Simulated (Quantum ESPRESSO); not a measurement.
**Band-structure run of HfN (part 2 of 2)**

The same run, continued: HfN (2 atoms in the cell); Kohn-Sham DFT of a periodic cell, LDA, PseudoDojo 0.4.1 SR LDA standard (Quantum ESPRESSO 7.5); cutoff 1142.88 eV, 10×10×10 k-mesh, tetrahedra_opt. The structure derives from an entry of the Crystallography Open Database.

Geometry of the input (Å; fractional positions):
```
0.0000  2.2560  2.2560
2.2560  0.0000  2.2560
2.2560  2.2560  0.0000
Hf 0.0000  0.0000  0.0000
N  0.5000  0.5000  0.5000
```

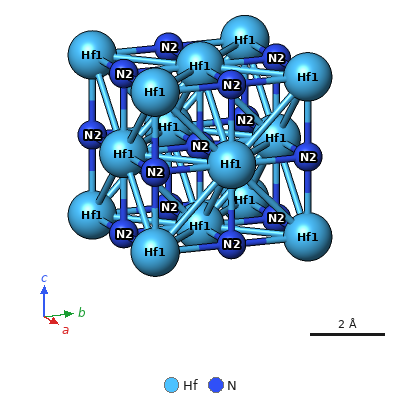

Figure 1. The input geometry (ball-and-stick view of the cell 4 times as large as that of the calculation, set on its symmetry axes, seen slightly off an axis; atoms are numbered from 1 in the order of the input).

Log, continued
```
          k = 0.0000 0.0000 0.0000 (  1989 PWs)   bands (ev):

   -44.2345 -12.6210 -12.6210 -12.6210   1.1203  15.4447  15.4447  15.4447
    18.0210  18.0210  18.0210  20.3423  20.3423  20.3585  28.0444

          k = 0.0707 0.0707-0.0707 (  2028 PWs)   bands (ev):

   -44.2285 -12.7240 -12.6296 -12.6296   1.3547  14.5209  14.8826  14.8826
    18.2707  18.3518  18.3518  21.0367  21.0919  21.0919  28.7961

          k = 0.1414 0.1414-0.1414 (  2012 PWs)   bands (ev):

   -44.2128 -12.9832 -12.6519 -12.6519   1.9863  12.8431  13.8636  13.8636
    18.6835  19.1724  19.1724  22.4492  22.7709  22.7709  30.6019

          k = 0.2121 0.2121-0.2121 (  2012 PWs)   bands (ev):

   -44.1934 -13.2854 -12.6792 -12.6792   2.8308  11.2227  12.9730  12.9730
    19.4251  20.3316  20.3316  23.6609  24.6893  24.6893  31.4140

          k = 0.2828 0.2828-0.2828 (  2024 PWs)   bands (ev):

   -44.1776 -13.5173 -12.7011 -12.7011   3.6180   9.9917  12.3971  12.3971
    20.6075  21.5252  21.5252  23.7453  26.3976  26.3976  30.6423

          k =-0.3536-0.3536 0.3536 (  2006 PWs)   bands (ev):

   -44.1716 -13.6032 -12.7094 -12.7094   3.9659   9.5013  12.1995  12.1995
    21.6704  22.0908  22.0908  22.9664  27.2499  27.2499  30.4898

          k = 0.1414 0.0000-0.0000 (  2025 PWs)   bands (ev):

   -44.2265 -12.7185 -12.6518 -12.6518   1.4196  13.9047  15.0808  15.0808
    17.5212  18.8922  18.8922  20.5124  20.5765  22.3778  29.0324

          k = 0.2121 0.0707-0.0707 (  2007 PWs)   bands (ev):

   -44.2141 -12.9097 -12.6851 -12.6671   1.8787  12.7340  14.2709  14.4773
    17.5354  19.6214  19.7170  21.4214  21.4523  24.0342  30.4997

          k = 0.2828 0.1414-0.1414 (  2013 PWs)   bands (ev):

   -44.1959 -13.1869 -12.7166 -12.6941   2.5856  11.5387  13.2034  13.5979
    18.1337  20.5476  20.7765  22.8874  23.1424  25.5873  31.7399

          k = 0.3536 0.2121-0.2121 (  2006 PWs)   bands (ev):

   -44.1789 -13.4311 -12.7343 -12.7318   3.3144  10.4737  12.5245  12.8493
    19.1639  21.6321  21.8485  23.8273  25.0255  26.7199  30.5142

          k =-0.2828-0.4243 0.4243 (  2013 PWs)   bands (ev):

   -44.1696 -13.5589 -12.7656 -12.7318   3.7739   9.8395  12.3064  12.3974
    20.5415  21.8556  22.2252  24.0387  26.7017  27.2419  29.7477

          k =-0.2121-0.3536 0.3536 (  2013 PWs)   bands (ev):

   -44.1716 -13.5313 -12.7817 -12.7100   3.6971   9.9363  12.3045  12.4995
    20.6886  21.5199  21.8163  24.1276  26.2852  27.2132  30.0377

          k =-0.1414-0.2828 0.2828 (  2004 PWs)   bands (ev):

   -44.1842 -13.3579 -12.7727 -12.6771   3.1283  10.7493  12.5837  13.0414
    19.5558  20.2990  21.7770  23.2928  25.0407  26.2116  30.9903

          k =-0.0707-0.2121 0.2121 (  2010 PWs)   bands (ev):

   -44.2024 -13.0974 -12.7387 -12.6455   2.3696  12.0056  13.2053  13.8321
    18.8620  19.1782  20.6446  21.7632  23.8922  24.4960  31.5763

          k = 0.0000-0.1414 0.1414 (  2019 PWs)   bands (ev):

   -44.2193 -12.8517 -12.6844 -12.6272   1.7081  13.4079  14.0672  14.6327
    18.4572  18.4682  19.4027  20.7396  22.4142  22.6333  29.9040

          k = 0.2828 0.0000-0.0000 (  2009 PWs)   bands (ev):

   -44.2057 -12.9514 -12.7319 -12.7319   2.0635  12.0752  14.6752  14.6752
    16.4738  20.6701  20.6701  20.9853  21.2290  25.4953  31.5021

          k = 0.3536 0.0707-0.0707 (  2015 PWs)   bands (ev):

   -44.1908 -13.1351 -12.7743 -12.7724   2.4554  11.5358  13.9491  14.2625
    16.5913  21.4647  21.5261  22.0636  22.1932  26.6761  32.6298

          k = 0.4243 0.1414-0.1414 (  2009 PWs)   bands (ev):

   -44.1750 -13.3307 -12.8300 -12.7963   2.9181  11.1449  13.0113  13.5689
    17.4022  22.3324  22.3987  23.4976  23.6220  27.2933  30.2268

          k =-0.2121-0.4950 0.4950 (  2019 PWs)   bands (ev):

   -44.1645 -13.4506 -12.8995 -12.7899   3.3072  10.7491  12.5881  12.9483
    18.6505  22.1602  22.6082  24.7431  25.4656  27.5012  28.8303

          k =-0.1414-0.4243 0.4243 (  2013 PWs)   bands (ev):

   -44.1632 -13.4589 -12.9497 -12.7575   3.4788  10.4639  12.5673  12.6763
    20.2069  21.1644  21.8601  24.5576  26.9548  27.4316  29.1987

          k =-0.0707-0.3536 0.3536 (  2010 PWs)   bands (ev):

   -44.1717 -13.3675 -12.9462 -12.7111   3.3264  10.5773  12.4871  13.0208
    20.1471  20.7190  21.6771  23.1816  26.3921  27.1803  30.0506

          k = 0.0000-0.2828 0.2828 (  2013 PWs)   bands (ev):

   -44.1867 -13.2302 -12.8665 -12.6682   2.8904  11.1451  12.7131  13.4659
    19.4975  19.7318  21.7015  22.0928  25.0334  26.1474  31.5072

          k = 0.4243-0.0000 0.0000 (  2008 PWs)   bands (ev):

   -44.1799 -13.2009 -12.8300 -12.8300   2.4461  11.6019  14.5826  14.5826
    15.4739  21.6381  22.2470  22.4913  22.4913  27.3856  32.1141

          k = 0.4950 0.0707-0.0707 (  2018 PWs)   bands (ev):

   -44.1674 -13.3132 -12.8927 -12.8628   2.5577  11.8236  13.8203  14.3165
    15.9343  22.4801  23.0030  23.1474  23.2767  27.5564  29.7406

          k =-0.1414-0.5657 0.5657 (  2018 PWs)   bands (ev):

   -44.1581 -13.3682 -13.0015 -12.8607   2.7808  11.9404  13.0025  13.7176
    16.9665  22.7382  23.1605  24.0794  24.6209  27.3007  28.6069

          k =-0.0707-0.4950 0.4950 (  2019 PWs)   bands (ev):

   -44.1556 -13.3345 -13.1259 -12.8245   3.0640  11.4620  12.8482  13.1135
    18.4060  21.8551  22.4918  24.4985  25.7953  27.8555  29.3699

          k =-0.0000-0.4243 0.4243 (  2011 PWs)   bands (ev):

   -44.1608 -13.3194 -13.1208 -12.7675   3.2931  10.8592  12.6767  12.9350
    20.1570  20.9783  21.5264  23.5433  27.0345  28.6584  29.2085

          k = 0.5657 0.0000-0.0000 (  2020 PWs)   bands (ev):

   -44.1590 -13.3763 -12.9086 -12.9086   2.3536  12.4117  14.6926  14.6926
    14.8041  22.2399  23.4332  23.6373  23.6373  27.1982  28.6100

          k =-0.0707-0.6364 0.6364 (  2024 PWs)   bands (ev):

   -44.1530 -13.4033 -12.9727 -12.9171   2.3828  12.8146  13.7232  14.4508
    15.6650  22.9461  23.4920  23.7030  24.2581  26.6248  28.0916

          k = 0.0000-0.5657 0.5657 (  2038 PWs)   bands (ev):

   -44.1517 -13.3471 -13.0987 -12.8852   2.6465  12.6139  12.9570  13.8131
    16.8266  22.7321  23.2236  24.2957  24.6227  26.8102  28.9363

          k =-0.7071-0.0000 0.0000 (  2044 PWs)   bands (ev):

   -44.1510 -13.4378 -12.9384 -12.9384   2.2357  13.0520  14.5716  14.7715
    14.7715  22.4924  23.9379  23.9379  24.0912  26.3586  27.4911

          k = 0.2828 0.1414 0.0000 (  2006 PWs)   bands (ev):

   -44.2004 -13.0653 -12.7693 -12.6801   2.3290  11.8571  13.6644  14.0855
    17.5781  20.3383  20.9465  21.2982  22.8874  25.5438  31.9391

          k = 0.3536 0.2121-0.0707 (  2015 PWs)   bands (ev):

   -44.1835 -13.2697 -12.8390 -12.7088   2.8979  11.0960  12.9110  13.4580
    18.2098  21.0870  21.9890  22.4741  24.3606  26.7149  31.1792

          k =-0.2828-0.4243 0.5657 (  2011 PWs)   bands (ev):

   -44.1697 -13.4369 -12.8732 -12.7454   3.3750  10.5191  12.5108  12.8959
    19.2159  21.8879  22.0035  23.9819  25.7604  27.3653  29.6506

          k =-0.2121-0.3536 0.4950 (  2016 PWs)   bands (ev):

   -44.1644 -13.5003 -12.8815 -12.7631   3.5633  10.2922  12.5301  12.5487
    20.3778  20.8340  22.4971  24.8123  26.5814  27.3024  29.2426

          k = 0.4243 0.1414-0.0000 (  2012 PWs)   bands (ev):

   -44.1771 -13.2524 -12.8732 -12.7915   2.6859  11.4199  13.6589  13.7901
    16.8055  22.0348  22.2857  22.6092  23.4431  27.3779  30.9308

          k =-0.2121-0.4950 0.6364 (  2021 PWs)   bands (ev):

   -44.1646 -13.3496 -12.9563 -12.8262   2.9456  11.4077  12.9707  13.3887
    17.6343  22.2222  22.8755  23.3199  25.1000  27.6954  29.1484

          k =-0.1414-0.4243 0.5657 (  2022 PWs)   bands (ev):

   -44.1581 -13.3850 -13.0286 -12.8334   3.1612  11.2170  12.7535  12.9997
    18.8404  21.1127  23.0621  24.6078  25.6450  28.1253  28.9121

          k =-0.0707-0.3536 0.4950 (  2016 PWs)   bands (ev):

   -44.1600 -13.3616 -13.0575 -12.7992   3.2543  10.9706  12.7117  12.9173
    19.8625  20.4292  22.5538  23.8913  26.4656  28.5260  29.1022

          k = 0.0000-0.2828 0.4243 (  2009 PWs)   bands (ev):

   -44.1698 -13.3224 -12.9850 -12.7476   3.1611  10.9075  12.6867  13.1706
    18.9196  21.7538  21.8001  22.8669  25.9666  27.5579  29.8431

          k =-0.1414-0.5657 0.7071 (  2020 PWs)   bands (ev):

   -44.1582 -13.3606 -12.9563 -12.9032   2.5709  12.2631  13.6564  13.7884
    16.3922  22.7272  23.0489  23.5778  24.4171  27.2633  28.7021

          k =-0.0707-0.4950 0.6364 (  2014 PWs)   bands (ev):

   -44.1529 -13.3367 -13.0693 -12.9109   2.7369  12.3926  12.9934  13.4573
    17.3697  21.9246  23.6579  23.8296  25.0094  27.3268  29.1140

          k =-0.0000-0.4243 0.5657 (  2012 PWs)   bands (ev):

   -44.1536 -13.2288 -13.2236 -12.8658   3.0012  11.7031  12.9188  13.0827
    18.7237  20.8386  23.2128  24.1885  25.3682  28.4172  30.2886

          k =-0.7071 0.1414-0.0000 (  2028 PWs)   bands (ev):

   -44.1510 -13.3917 -12.9878 -12.9515   2.4449  13.0004  13.6120  13.7730
    16.2864  22.8775  23.1721  23.9434  24.6712  26.5418  28.3251

          k =-0.1414-0.4243 0.7071 (  2016 PWs)   bands (ev):

   -44.1561 -13.3121 -13.0795 -12.8844   2.9707  11.7233  12.9414  13.0879
    18.5037  21.0069  23.4158  23.5499  25.6774  28.2108  29.4580

          k =-0.0707-0.3536 0.6364 (  2016 PWs)   bands (ev):

   -44.1528 -13.2650 -13.1486 -12.9179   2.9812  11.8433  12.9220  13.0108
    19.5933  19.6703  23.6677  24.2139  24.9057  28.8192  30.1418

          k =-0.7071 0.2828-0.0000 (  2002 PWs)   bands (ev):

   -44.1509 -13.2696 -13.1153 -12.9726   2.8191  12.4473  12.9405  13.0791
    18.3749  20.7205  23.8505  23.9525  24.7001  28.3133  30.0006

     the Fermi energy is    18.4532 ev

!    total energy              =    -133.92179760 Ry
     estimated scf accuracy    <          1.0E-10 Ry

     The total energy is the sum of the following terms:
     one-electron contribution =      -6.70525069 Ry
     hartree contribution      =      13.54192232 Ry
     xc contribution           =     -34.54659386 Ry
     ewald contribution        =    -106.21187538 Ry

     convergence has been achieved in  11 iterations

     Forces acting on atoms (cartesian axes, Ry/au):

     atom    1 type  1   force =    -0.00000000    0.00000000    0.00000000
     atom    2 type  2   force =     0.00000000   -0.00000000   -0.00000000

     Total force =     0.000000     Total SCF correction =     0.000000

     Computing stress (Cartesian axis) and pressure

          total   stress  (Ry/bohr**3)                   (kbar)     P=     -121.53
  -0.00082615  -0.00000000   0.00000000         -121.53       -0.00        0.00
  -0.00000000  -0.00082615   0.00000000           -0.00     -121.53        0.00
   0.00000000   0.00000000  -0.00082615            0.00        0.00     -121.53

=------------------------------------------------------------------------------=
   JOB DONE.
=------------------------------------------------------------------------------=
```

File bands.out
```
This program is part of the open-source Quantum ESPRESSO suite
     for quantum simulation of materials; please cite
         "P. Giannozzi et al., J. Phys.:Condens. Matter 21 395502 (2009);
         "P. Giannozzi et al., J. Phys.:Condens. Matter 29 465901 (2017);
         "P. Giannozzi et al., J. Chem. Phys. 152 154105 (2020);
          URL
     in publications or presentations arising from this work. More details at

     Atomic positions and unit cell read from directory:
     ./tmp/pwscf.save/

     Message from routine setup:
     using ibrav=0 with symmetry is DISCOURAGED, use correct ibrav instead

 %%%%%%%%%%%%%%%%%%%%%%%%%%%%%%%%%%%%%%%%%%%%%%%%%%%%%%%%%%%%%%%%%%%%%%%%%%%%%%
     Error in routine setup (1):
     tetrahedra need automatic k-point grid
 %%%%%%%%%%%%%%%%%%%%%%%%%%%%%%%%%%%%%%%%%%%%%%%%%%%%%%%%%%%%%%%%%%%%%%%%%%%%%%

     stopping ...
```

Outcome

```tsv
quantity	value
outcome	refused by the program
space group (tolerance 0.01 Å)	Fm-3m (225)
electrons treated	17
free energy	−1822.0989 eV
Fermi energy of the self-consistent step	18.453 eV
gap on the k-point mesh	none (metallic)
pressure	−12.15 GPa
largest force (length of the vector)	under 0.001 eV/Å
hardware	1 thread of Intel Xeon @ 2.60GHz (Ice Lake), 24 GiB of memory available, shared host
```

Diagnosis

Settings chosen away from the usual ones: smearing set to tetrahedra_opt (from fixed). The program refused the input: “setup (1): tetrahedra need automatic k-point grid”
